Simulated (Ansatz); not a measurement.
**Run report: Ti4Al4H, geometry relaxation (part 2 of 2)**

Continued. System: Ti4Al4H (slab, 9 atoms in the cell). Method: DFT PBEsol, scalar-relativistic, plane waves, PAW, no spin polarisation (Ansatz 0.2.0); cutoff 420 eV, 10×6×1 k-mesh, Gaussian smearing of 0.1 eV. The structure derives from an entry of the Crystallography Open Database. The input holds or restrains some coordinates. Forces given for the steps count only the free coordinates. It belongs to a series of runs on one base structure; here: H put at a hollow Ti-Ti-Al site.

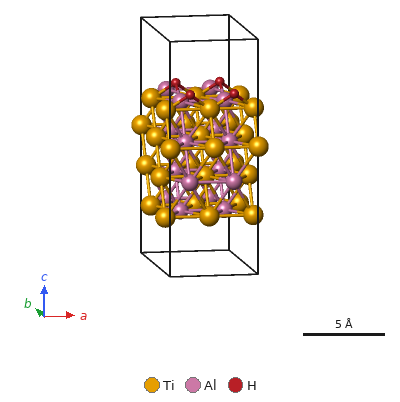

Fig. 1: The geometry at step 2 of the log (ball-and-stick view of the 2 × 2 repeat of the cell, with the vacuum cut short, seen slightly off an axis).

```
WARN: The input density's exchange-correlation potential varies sharply where the density is thin. Do not read a vacuum level from v_tot or v_xc, or from such a field of the output density. On a cell that repeats whose density bears no net charge and no dipole along the vacuum's axis use v_es (v_loc + v_h of the components); under efield.dipole_correction with no amplitude use v_es + v_field, which holds any external_charges[].barrier, or the levels of the report's work_function block, which leave it out; under a non-zero efield.amplitude the vacuum is tilted and has no level; on a cell that repeats and bears such a dipole with no correction it is tilted too, and efield.dipole_correction with no amplitude gives each side of its ramp a level where efield: is served; in a cell that repeats whose density bears a net charge (total_charge, or a fill off its count) it is curved and has none; of a slab under crystal.periodic whose density bears no net charge use v_es, which has a level on each side, short of where the two are joined; of another it falls or rises all the way out and has none; of a slab beside external_charges read slab_vacuum_level instead, which it has where they leave it neutral. The grid or the basis barely resolves most such structure, and the values can differ between equally converged runs; as a rule a tighter scf.convergence.dr2_threshold does not remove it. Where the density itself ripples (under the LDA too) a higher basis.ecutwfc lessens it. The files hold the spikes' plane waves up to the density's cutoff. Files: v_tot and the like, and their columns of v_z.tsv (output.write_potential); v_xc and the like, and their columns of v_comp_z.tsv (output.write_potential_components); where files of the output density stand in their place, no point of their own thin density is over the threshold below, and this is of outcome.potential() and, of a run that writes arrays (npy), the arrays of these names. Measured: with its Gaussian average of σ = 0.25 Å subtracted twice, the exchange-correlation potential is over 0.1 eV at 529 of the grid points where the equally averaged density (valence and model cores) is under 1e-3 e/Å³, and 0.164 eV at the most among them, at an averaged density of 4.0e-7 e/Å³. See output.write_potential in the manual, Limitations
SCF converged after 6 iterations
Free energy (F): -12010.444865 eV
Harris-Foulkes:  -12010.444865 eV  (|F-HF|=7.98e-8)
Internal energy: -12010.405608 eV  (E = F + TS)
E sigma→0 (E₀):  -12010.425236 eV
Entropy (-TS):   -0.039257 eV (-4.362 meV/atom)
Fermi energy:    1.286985 eV
Dipole field:    D = -0.009018 V/Å  (p = -0.017718 e·Å, saw-weighted, corrected)
Work function:   Φ+ = 4.5185 eV   Φ− = 4.2850 eV
Levels:          The Fermi level and band energies are counted from a zero that moves with the ramp; work functions are not
--- Per-component energies (eV) ---
  E_band       = -1239.401015
  E_kinetic    = 1196.234881
  E_local      = -48800.052756  (includes V_loc(G=0)·N_el)
  E_nonlocal   = 83.931050
  E_hartree    = 23796.895436
  E_xc         = -552.547269
  E_vxc        = -613.178897  (∫ρ·V_xc dr)
  E_paw        = -5911.665679  (= ΣΔE_a)
  E_vpaw       = -699.917853  (= ΣTr[D̂ρ^β])
  E_aug_tail   = -0.000670  (compensation charges beyond the density's cutoff)
  E_efield     = 0.000080  (sawtooth field / dipole correction)
  E_vefield    = -0.224791  (∫n·V_field dr)
  E_ewald      = 18176.165228
  E_core_change = 0.634093  (= ΣΔE_core)
  E_smearing   = -0.039257  (= −TS)
  E_closure    = 0.000000  (closes the sum)
  Σ components = -12010.444865   (vs F -12010.444865, Δ=0.00e0)
--- Forces (eV/Å), atoms counted from 1 ---
  atom   1  Ti     0.00000000     0.02483740     0.40460547
  atom   2  Al     0.00000000     0.10775774    -0.24134215
  atom   3  Ti     0.00000000    -0.08234953     0.01686037
  atom   4  Al     0.00000000    -0.05232911    -0.17953858
  atom   5  Ti     0.00000000     0.00137398     0.01171354
  atom   6  Al     0.00000000     0.00003399     0.00656391
  atom   7  Ti     0.00000000    -0.00370803     0.01124877
  atom   8  Al     0.00000000    -0.01662171    -0.01500929
  atom   9  H      0.00000000     0.02098166    -0.01507154
  max |Σ_I F_I| component: 3.05e-5 eV/Å
--- Band table (eV; the first three rows and the last of 24) ---
  k-point 0: bands = ["-55.3442", "-55.2103", "-54.9625", "-54.9254", "-31.8826", "-31.7523", "-31.7367", "-31.6307", "-31.4763", "-31.4464", "-31.3609", "-31.2949", "-31.2195", "-31.1124", "-31.0158", "-30.9817", "-7.5786", "-6.7547", "-5.5329", "-4.2154", "-2.6866", "-1.2347", "-1.1075", "-0.8988", "-0.5834", "0.0446", "0.3115", "0.4608", "0.5617", "0.9167", "0.9721", "1.0451", "1.4218", "2.5442", "2.5644", "2.9438", "3.1651", "3.3601", "3.4466", "3.4670"]
  k-point 1: bands = ["-55.3442", "-55.2103", "-54.9624", "-54.9255", "-31.8827", "-31.7528", "-31.7371", "-31.6315", "-31.4785", "-31.4442", "-31.3611", "-31.2949", "-31.2194", "-31.1123", "-31.0158", "-30.9818", "-7.4054", "-6.5989", "-5.4499", "-4.2704", "-2.9247", "-2.1966", "-1.3543", "-0.7871", "-0.2889", "0.0772", "0.2741", "0.4501", "0.5613", "0.7923", "1.0106", "1.1962", "1.5456", "2.3472", "2.5910", "3.1496", "3.1540", "3.3161", "3.4108", "3.4392"]
  k-point 2: bands = ["-55.3442", "-55.2103", "-54.9623", "-54.9256", "-31.8831", "-31.7540", "-31.7378", "-31.6332", "-31.4822", "-31.4407", "-31.3613", "-31.2949", "-31.2194", "-31.1120", "-31.0157", "-30.9819", "-6.9167", "-6.1927", "-5.4498", "-4.5458", "-3.3919", "-2.7976", "-2.0126", "-1.0337", "-0.3180", "-0.1919", "0.2049", "0.5807", "0.6710", "0.9334", "1.0240", "1.3602", "1.8000", "2.1766", "2.7559", "3.1322", "3.2298", "3.2554", "3.3512", "3.4243"]
  k-point 23: bands = ["-55.2802", "-55.1439", "-54.8960", "-54.8608", "-31.8229", "-31.8001", "-31.7485", "-31.6870", "-31.6701", "-31.5638", "-31.5365", "-31.4920", "-31.4164", "-31.3767", "-31.2990", "-31.0607", "-3.9880", "-3.2892", "-2.4906", "-1.8962", "-1.7898", "-1.5413", "-1.3499", "-0.8041", "-0.1732", "-0.0732", "0.0819", "0.7054", "0.8494", "1.1371", "1.4617", "1.5688", "1.6144", "1.7079", "1.7650", "2.4094", "2.4859", "2.5461", "2.8235", "3.0949"]
--- Relaxed structure (3 steps of the walk, 3 accepted, 0 SCFs on fresh bases) ---
  F+E_penalty+E_count = -12010.44486501 eV   max|allowed force component| = 2.098e-2 eV/Å
  atoms:
    - { symbol: Ti, position: [0.0, 0.3238601685, 0.3282463420999999] }
    - { symbol: Al, position: [0.5, 0.8238601685, 0.3282463420999999] }
    - { symbol: Ti, position: [0.0, 0.6477203369, 0.41700396959999997] }
    - { symbol: Al, position: [0.5, 0.1477203369, 0.41700396959999997] }
    - { symbol: Ti, position: [0.0, 0.9658371871514864, 0.5057310473907476] }
    - { symbol: Al, position: [0.5, 0.46721979325761703, 0.5056442492883056] }
    - { symbol: Ti, position: [0.0, 0.28561394558122766, 0.5915138715630921] }
    - { symbol: Al, position: [0.5, 0.7797586676923648, 0.5967331171385342] }
    - { symbol: H, position: [0.5, 0.12544777583132574, 0.6328675655905776] }
```

Trajectory as extended XYZ (Å, eV, eV/Å), 3 frames, from step=1 to step=3
```
9
Lattice="2.7952 0.0000 0.0000 0.0000 4.9117 0.0000 0.0000 0.0000 25.8952" Properties=species:S:1:pos:R:3:forces:R:3 step=1 energy=-12010.43372
Ti    0.0000    1.5907    8.5000    0.0000   0.0260   0.4028
Al    1.3976    4.0465    8.5000    0.0000   0.1026  -0.2445
Ti    0.0000    3.1814   10.7984    0.0000  -0.0601   0.0426
Al    1.3976    0.7256   10.7984    0.0000  -0.0151  -0.2055
Ti    0.0000    4.7715   13.0841    0.0000  -0.0844   0.0692
Al    1.3976    2.3148   13.1054    0.0000  -0.0117  -0.0467
Ti    0.0000    1.3983   15.3201    0.0000   0.1339  -0.0787
Al    1.3976    3.8448   15.4530    0.0000  -0.2129  -0.1192
H     1.3976    0.5766   16.3330    0.0000   0.1218   0.1799
9
Lattice="2.7952 0.0000 0.0000 0.0000 4.9117 0.0000 0.0000 0.0000 25.8952" Properties=species:S:1:pos:R:3:forces:R:3 step=2 energy=-12010.44348
Ti    0.0000    1.5907    8.5000    0.0000   0.0238   0.4062
Al    1.3976    4.0465    8.5000    0.0000   0.1077  -0.2409
Ti    0.0000    3.1814   10.7984    0.0000  -0.0862   0.0115
Al    1.3976    0.7256   10.7984    0.0000  -0.0547  -0.1770
Ti    0.0000    4.7411   13.0977    0.0000   0.0157  -0.0269
Al    1.3976    2.2926   13.0927    0.0000   0.0016  -0.0053
Ti    0.0000    1.4050   15.3150    0.0000  -0.0332   0.0061
Al    1.3976    3.8309   15.4442    0.0000  -0.0501  -0.0043
H     1.3976    0.5911   16.3684    0.0000   0.0753   0.0306
9
Lattice="2.7952 0.0000 0.0000 0.0000 4.9117 0.0000 0.0000 0.0000 25.8952" Properties=species:S:1:pos:R:3:forces:R:3 step=3 energy=-12010.44486
Ti    0.0000    1.5907    8.5000    0.0000   0.0248   0.4046
Al    1.3976    4.0465    8.5000    0.0000   0.1078  -0.2413
Ti    0.0000    3.1814   10.7984    0.0000  -0.0824   0.0169
Al    1.3976    0.7256   10.7984    0.0000  -0.0523  -0.1795
Ti    0.0000    4.7439   13.0960    0.0000   0.0014   0.0117
Al    1.3976    2.2948   13.0938    0.0000   0.0000   0.0066
Ti    0.0000    1.4028   15.3174    0.0000  -0.0037   0.0112
Al    1.3976    3.8299   15.4525    0.0000  -0.0166  -0.0150
H     1.3976    0.6162   16.3882    0.0000   0.0210  -0.0151
```

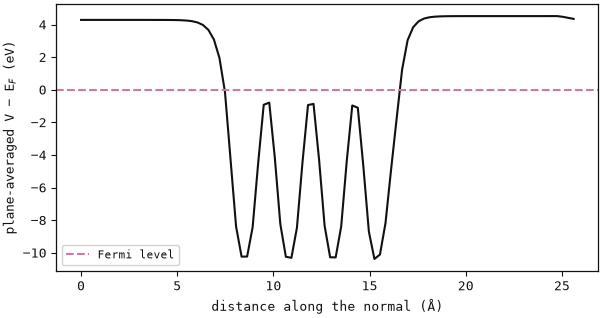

Fig. 2: Plane average of the electrostatic potential energy of an electron across the cell, from the Fermi level. The vacuum level lies 4.52 eV above the Fermi level on the upper side and 4.28 eV on the lower.

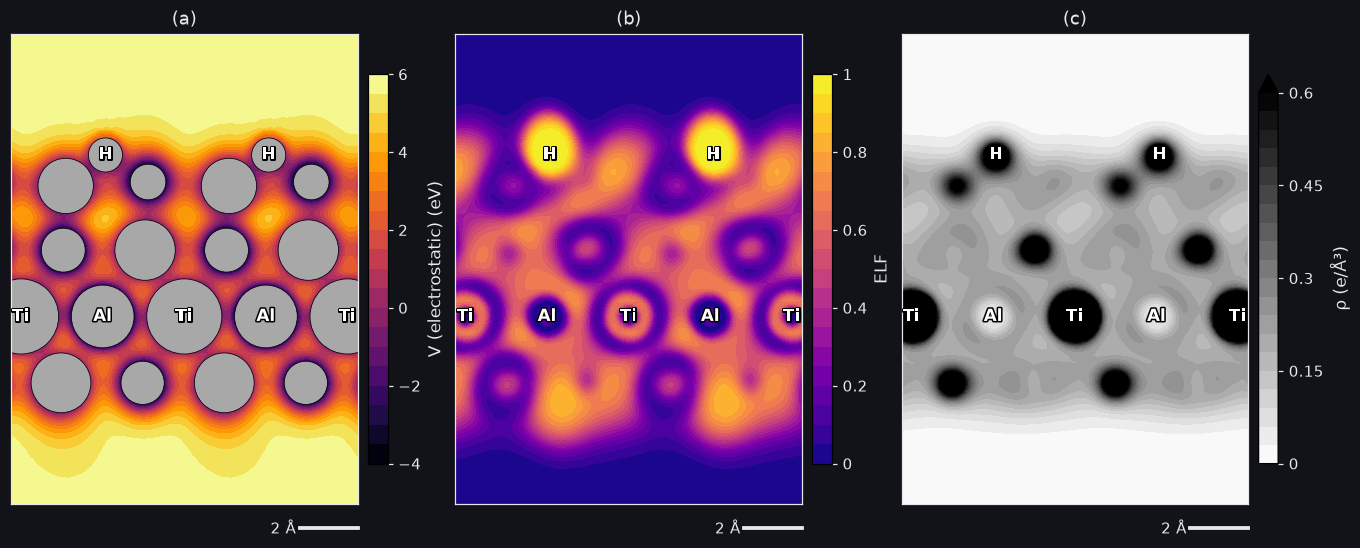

Fig. 3: (a) electrostatic potential energy of an electron; (b) ELF; (c) valence electron density on the (110) plane of the calculation cell, a cut from vacuum to vacuum. Grey discs, where drawn, cover atomic cores. Atoms in the plane: Ti, Al and H. Ti–Al (2.83 Å): ρ is about 0.21 e/Å³ halfway; the ELF is about 0.35 at the midpoint (no localised pair between them). The density dies away to nearly zero in the vacuum. The strong features right at Ti lie inside the PAW spheres (semicore, d or f shells) and say nothing about bonding. The fields are those of the smooth PAW valence density.

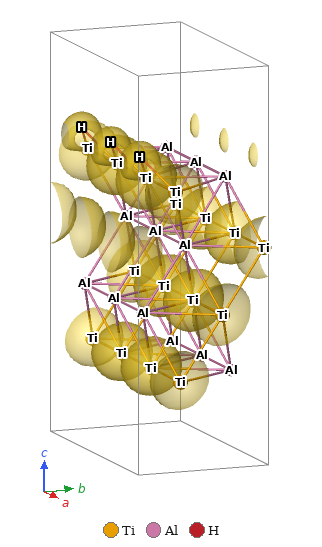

Fig. 4: Isosurface of the valence charge density (pseudo) at 0.3 e/Å³ (yellow), seen slightly off an axis. Sticks mark near contacts. At this value the density is joined into chains; it holds about 65 % of the electrons treated as valence (semicore included). It is pinched off along the Al–H (1.94 Å), Ti–Ti (2.72 Å) and Ti–Al (2.77 Å) contacts. On the grid the lowest density along these lines, outside the cores, is 0.37 e/Å³ (Ti–H, 1.93 Å), 0.25 e/Å³ (Al–H, 1.94 Å), 0.25 e/Å³ (Ti–Ti, 2.72 Å) and 0.22 e/Å³ (Ti–Al, 2.77 Å).

The run was set up as follows.

The input
```yaml
crystal:
  lattice:
    - [2.7951585985, 0.0, 0.0]
    - [0.0, 4.9116531041, 0.0]
    - [0.0, 0.0, 25.895185751]
  atoms:
    - { symbol: Ti, position: [0.0, 0.3238601685, 0.3282463421] }
    - { symbol: Al, position: [0.5, 0.8238601685, 0.3282463421] }
    - { symbol: Ti, position: [0.0, 0.6477203369, 0.4170039696] }
    - { symbol: Al, position: [0.5, 0.1477203369, 0.4170039696] }
    - { symbol: Ti, position: [0.0, 0.9714622164, 0.5052707184] }
    - { symbol: Al, position: [0.5, 0.4712922267, 0.5060950249] }
    - { symbol: Ti, position: [0.0, 0.2846919189, 0.5916210053] }
    - { symbol: Al, position: [0.5, 0.7827906297, 0.596752324] }
    - { symbol: H, position: [0.5, 0.1173914892, 0.6307354747] }
basis:
  ecutwfc: 420
kpoints:
  mp_grid: { grid: [10, 6, 1] }
hamiltonian:
  xc: pbesol
scf:
  occupations: { method: gaussian, width: 0.1 }
output:
  forces: true
  eigenvalues: true
  write_density: true
  write_potential: true
  elf: true
  volumetric_format: npy
relax:
  adjacent_minimum: "off"
  f_tol: 0.03
  max_steps: 70
  constraints: [{ sites: [0, 1, 2, 3] }]
efield:
  axis: 3
  dipole_correction: true
  ramp_width: 0.04
```

Launched with:
```bash
ansatz run input.yaml --threads 1 --pin off --max-ram 2560MiB --backend cpu --events-out ev --progress --plain --runs-dir out
```

Results in brief

| quantity | value |
| --- | --- |
| outcome | converged under the restraints of the input |
| electrons treated | 61 |
| free energy | −12010.4449 eV |
| work function, top face | 4.52 eV |
| work function, bottom face | 4.28 eV |
| Fermi energy | 1.287 eV |
| gap on the k-point mesh | none (metallic) |
| final volume | 355.51 Å³ |
| work function (upper face) | 4.52 eV |
| largest force (length of the vector) at the end, held atoms and coordinates included | 0.405 eV/Å |
| hardware | 1 thread of Intel Xeon (Granite Rapids), 64 GiB of memory available, shared host |
| wall time | 51 s |
| peak memory | 0.68 GiB |

Warnings of the run: the exchange-correlation potential is rough where the density is thin.
